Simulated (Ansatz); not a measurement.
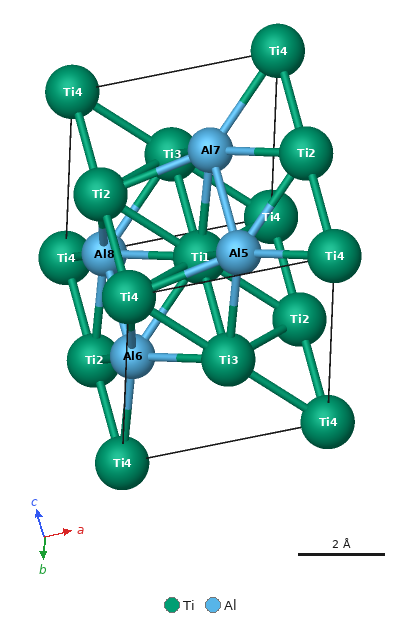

Fig. 1: The structure (ball-and-stick view of the cell of the calculation, seen at an oblique angle; atoms are numbered from 1 in the order of the input). An atom can appear more than once, as a periodic image. Near neighbours in the periodic cell (some may lie outside the picture): Ti has 6 Al at 2.84 Å and 6 Ti at 2.85 Å; Al has 6 Al at 2.85 Å and 6 Ti at 2.84 Å.

## Single-point calculation, with input and output: TiAl

- system: TiAl (P-6m2, 8 atoms in the cell)
- method: DFT PBEsol, scalar-relativistic, plane waves, PAW, no spin polarisation (Ansatz 0.2.0)

The structure derives from a Materials Project entry. It belongs to a series of runs on one base structure; here: the relaxed cell repeated 4 times. Figures and captions count atoms from 1; the log counts them from 0 in places.

The program's output:
```
Engine: ansatz 0.2.0, x86_64-unknown-linux-gnu
Pseudopotentials: kind: paw
Pseudopotential: Ti, paw, valence charge 12, recommended cutoff 420 eV (normal), Ti.paw.azcp
Pseudopotential: Al, paw, valence charge 3, recommended cutoff 420 eV (normal), Al.paw.azcp
Functional definition: PBEsol
  exchange = pbesol_x
  correlation = pbesol_c
Crystal: 8 atoms, lattice volume = 129.793 Å³
Basis set: ecut = 420 eV, 2547 PW (Γ), exchange–correlation on 80×80×80 points (8 copies of the dense FFT grid, shifted against one another)
Bands: 38, of which v1, the nominal top of the filled ones, is band 30 counted from 1 (29 counted from 0)
Symmetry: 16 space group operations
Space group: P-6m2 (ITA 187), of the structure as read, at distance tolerance 5.1e-5 Å
k-points: 428 of 2744 (time reversal used)
Non-local potential: Ti, projectors of the file, l = 0: 3, l = 1: 2, l = 2: 3, l = 3: 1
Non-local potential: Al, projectors of the file, l = 0: 2, l = 1: 2, l = 2: 1
PAW form: soft (Blöchl's): semilocal exchange-correlation on the pseudo side does not see the compensation charge
PAW frozen core: Ti, regenerated for the run's functional, and the local potential with it (the file was generated under x = pbe(κ = 0.804, μ = 0.2195149727645171), c = pbe(β = 0.06672455060314922))
PAW frozen core: Al, regenerated for the run's functional, and the local potential with it (the file was generated under x = pbe(κ = 0.804, μ = 0.2195149727645171), c = pbe(β = 0.06672455060314922))
PAW one-centre angular grid: Ti, 590 points (default); XC on 64 Gauss nodes
PAW one-centre angular grid: Al, 110 points (default); XC on 64 Gauss nodes
Initial density: superposition of atomic densities (neutral atoms: chi_scale 0, normalization atom), corrected by the library's trained network
Initial wavefunctions: pseudopotential atomic-orbital guess
Functional: x = pbesol(κ = 0.804, μ = 0.12345679012345678), c = pbesol(β = 0.046)
SCF iter   1: F=—  HF=-11995.881886 eV  |F-HF|=—  |Δ(HF+E_count)|=         —  Δρ=9.28e-3  dr2=1.58e-1  ethr=1.77e-3  ⟨swp⟩=5.9  Hψ=68866  notcnv=0
preconditioner: auto → Kerker (q_TF=auto, 2.399 Å⁻¹)  [metal: Δε(μ)=0.000 eV  Ē_g=3.896 eV  σ=0.150 eV  W_gap=0.00  n_scr=26 (ndim 8)  ℏωp=17.2 eV  f_vac=0.000  D(μ)=10.18/eV (n_scr^D=122)]
SCF iter   2: F=—  HF=-11995.853363 eV  |F-HF|=—  |Δ(HF+E_count)|=   2.85e-2  Δρ=3.01e-3  dr2=1.81e-2  ethr=2.63e-4  ⟨swp⟩=2.0  Hψ=24796  notcnv=0  defer=613
SCF iter   3: F=—  HF=-11995.849932 eV  |F-HF|=—  |Δ(HF+E_count)|=   3.43e-3  Δρ=6.51e-4  dr2=4.99e-4  ethr=3.01e-5  ⟨swp⟩=2.0  Hψ=20183  notcnv=0  defer=613
SCF iter   4: F=—  HF=-11995.849847 eV  |F-HF|=—  |Δ(HF+E_count)|=   8.50e-5  Δρ=1.36e-4  dr2=2.37e-5  ethr=8.32e-7  ⟨swp⟩=2.0  Hψ=21655  notcnv=0  defer=613
SCF iter   5: F=—  HF=-11995.849850 eV  |F-HF|=—  |Δ(HF+E_count)|=   3.23e-6  Δρ=2.98e-5  dr2=7.56e-7  ethr=3.94e-8  ⟨swp⟩=2.0  Hψ=20832  notcnv=0  defer=613
SCF iter   6: F=-11995.849850 eV  HF=-11995.849850 eV  |F-HF|=1.62e-8  |Δ(HF+E_count)|=   2.36e-7  Δρ=5.97e-6  dr2=3.31e-8  ethr=1.67e-10  ⟨swp⟩=9.1  Hψ=64438  notcnv=0
SCF 1 converged in 6 iterations: F = -11995.849850 eV  dr2 = 3.31e-8
  greatest PAW one-centre occupation: 0.999 electrons in one spin orbital (limit 2), on the Ti atom at site 3 (counted from 0), in its partial waves of l = 0
```

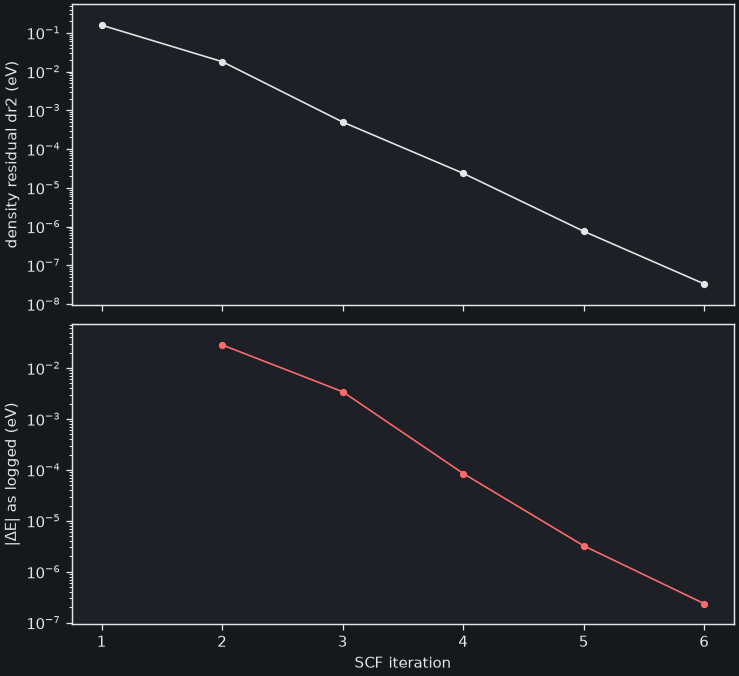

Fig. 2: Convergence of the self-consistent field: density residual dr2 and size of the energy change against the SCF iteration. The residual falls at every step.

```
SCF converged after 6 iterations
Free energy (F): -11995.849850 eV
Harris-Foulkes:  -11995.849850 eV  (|F-HF|=1.62e-8)
Internal energy: -11995.732859 eV  (E = F + TS)
E sigma→0 (E₀):  -11995.791354 eV
Entropy (-TS):   -0.116991 eV (-14.624 meV/atom)
Fermi energy:    10.694739 eV
--- Per-component energies (eV) ---
  E_band       = -658.529535
  E_kinetic    = 1185.073733
  E_local      = -4569.301151  (includes V_loc(G=0)·N_el)
  E_nonlocal   = 80.099658
  E_hartree    = 1974.166242
  E_xc         = -546.503677
  E_vxc        = -605.340997  (∫ρ·V_xc dr)
  E_paw        = -5909.859424  (= ΣΔE_a)
  E_vpaw       = -697.403045  (= ΣTr[D̂ρ^β])
  E_aug_tail   = 0.000451  (compensation charges beyond the density's cutoff)
  E_ewald      = -4210.042784
  E_core_change = 0.634093  (= ΣΔE_core)
  E_smearing   = -0.116991  (= −TS)
  E_closure    = 0.000000  (closes the sum)
  Σ components = -11995.849850   (vs F -11995.849850, Δ=0.00e0)
--- Forces (eV/Å), atoms counted from 1 ---
  atom   1  Ti    -0.00000633    -0.00000366     0.00000000
  atom   2  Ti    -0.00000633    -0.00000366     0.00000000
  atom   3  Ti    -0.00000633    -0.00000366     0.00000000
  atom   4  Ti    -0.00000633    -0.00000366     0.00000000
  atom   5  Al     0.00000308     0.00000178    -0.00000000
  atom   6  Al     0.00000308     0.00000178    -0.00000000
  atom   7  Al     0.00000308     0.00000178     0.00000000
  atom   8  Al     0.00000308     0.00000178     0.00000000
  max |Σ_I F_I| component: 1.30e-5 eV/Å
--- Stress (GPa, compression-positive) ---
        0.093804       0.000102       0.000000
        0.000102       0.093686       0.000000
        0.000000       0.000000      -0.117739
  P = ⅓ Tr σ = 0.0233 GPa (0.233 kbar)
--- Band table (eV; the first three rows and the last of 428) ---
  k-point 0: bands = ["-45.5041", "-45.3983", "-45.3983", "-45.3983", "-22.1224", "-22.1217", "-22.1217", "-21.9449", "-21.8439", "-21.8439", "-21.8413", "-21.6403", "-21.6403", "-21.6403", "-21.4967", "-21.4967", "1.6659", "6.9293", "6.9720", "6.9720", "7.8681", "8.2858", "8.2858", "8.3870", "8.8243", "8.8243", "8.9041", "9.1080", "9.6745", "11.2616", "11.2616", "11.6762", "11.6762", "12.0040", "12.0040", "12.6279", "12.6279", "12.8390"]
  k-point 1: bands = ["-45.5028", "-45.3997", "-45.3983", "-45.3983", "-22.1173", "-22.1173", "-22.1148", "-21.9436", "-21.8439", "-21.8439", "-21.8426", "-21.6449", "-21.6449", "-21.6385", "-21.5048", "-21.4985", "1.6982", "6.5543", "6.9210", "6.9210", "8.2399", "8.3754", "8.3754", "8.4226", "8.8457", "8.8457", "8.9070", "9.1056", "9.7097", "11.1935", "11.1935", "11.7212", "11.7212", "11.9714", "12.0309", "12.5802", "12.5802", "12.8472"]
  k-point 2: bands = ["-45.4989", "-45.4036", "-45.3983", "-45.3983", "-22.1046", "-22.1046", "-22.0924", "-21.9398", "-21.8464", "-21.8439", "-21.8439", "-21.6585", "-21.6585", "-21.6333", "-21.5287", "-21.5039", "1.7948", "5.9380", "6.8016", "6.8016", "8.5275", "8.6102", "8.6102", "8.8191", "8.9081", "8.9081", "8.9152", "9.0987", "9.8305", "11.0456", "11.0456", "11.7992", "11.7992", "11.8771", "12.1110", "12.4374", "12.4374", "12.8714"]
  k-point 427: bands = ["-45.4514", "-45.4514", "-45.3984", "-45.3984", "-22.0044", "-22.0044", "-21.8973", "-21.8973", "-21.8414", "-21.8414", "-21.8146", "-21.8146", "-21.7641", "-21.7641", "-21.5689", "-21.5689", "3.9095", "3.9095", "6.0668", "6.0668", "7.0080", "7.0080", "9.4736", "9.4736", "9.7410", "9.7410", "10.3469", "10.3469", "10.7201", "10.7201", "11.4524", "11.4524", "11.6264", "11.6264", "11.6828", "11.6828", "12.9698", "12.9698"]
```

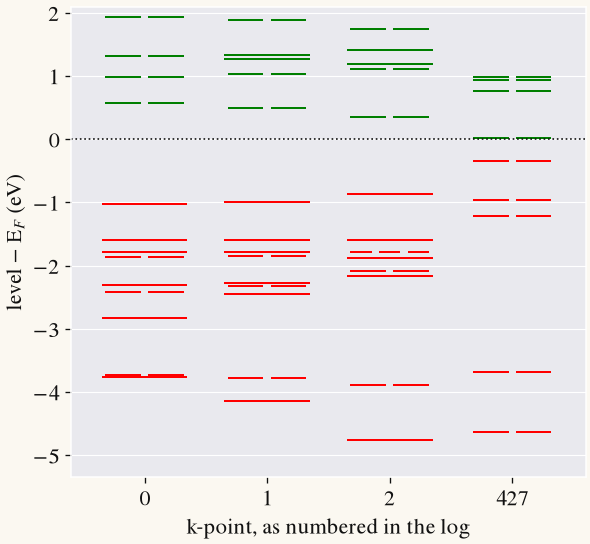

Fig. 3: Kohn–Sham levels near the Fermi level (dotted) at the few k-points that the log prints; levels within 0.02 eV of each other stand side by side. The system is metallic on the full mesh.

This output came from the following input.

The input:
```yaml
crystal:
  lattice:
    - [1.4239106423, -2.466285578, 4.6199447394]
    - [1.4239106423, -2.466285578, -4.6199447394]
    - [2.8478212848, 4.932571156, 0.0]
  atoms:
    - { symbol: Ti, position: [0.5, 0.5, 0.5] }
    - { symbol: Ti, position: [0.0, 0.0, 0.5] }
    - { symbol: Ti, position: [0.5, 0.5, 0.0] }
    - { symbol: Ti, position: [0.0, 0.0, 0.0] }
    - { symbol: Al, position: [0.5833333333, 0.0833333333, 0.1666666667] }
    - { symbol: Al, position: [0.0833333333, 0.5833333333, 0.1666666667] }
    - { symbol: Al, position: [0.5833333333, 0.0833333333, 0.6666666667] }
    - { symbol: Al, position: [0.0833333333, 0.5833333333, 0.6666666667] }
basis:
  ecutwfc: 420
kpoints:
  mp_grid: { grid: [14, 14, 14] }
hamiltonian:
  xc: pbesol
scf:
  occupations: { method: gaussian, width: 0.15 }
output:
  forces: true
  stress: true
  eigenvalues: true
```

Launch command:
```bash
ansatz run input.yaml --threads 2 --pin off --max-ram 5120MiB --backend cpu --events-out ev --progress --plain --runs-dir out
```

Key numbers:

```json
{"quantity": "outcome", "value": "converged"}
{"quantity": "space group (tolerance 0.01 Å)", "value": "P-6m2 (187)"}
{"quantity": "electrons treated", "value": "60"}
{"quantity": "free energy", "value": "−11995.8498 eV"}
{"quantity": "Fermi energy", "value": "10.695 eV"}
{"quantity": "gap on the k-point mesh", "value": "none (metallic)"}
{"quantity": "pressure", "value": "0.02 GPa"}
{"quantity": "largest force (length of the vector)", "value": "under 0.001 eV/Å"}
{"quantity": "hardware", "value": "2 threads of Intel Xeon (Granite Rapids), 192 GiB of memory available, shared host"}
{"quantity": "wall time", "value": "41 s (CPU time 81 s)"}
{"quantity": "peak memory", "value": "1.6 GiB"}
```
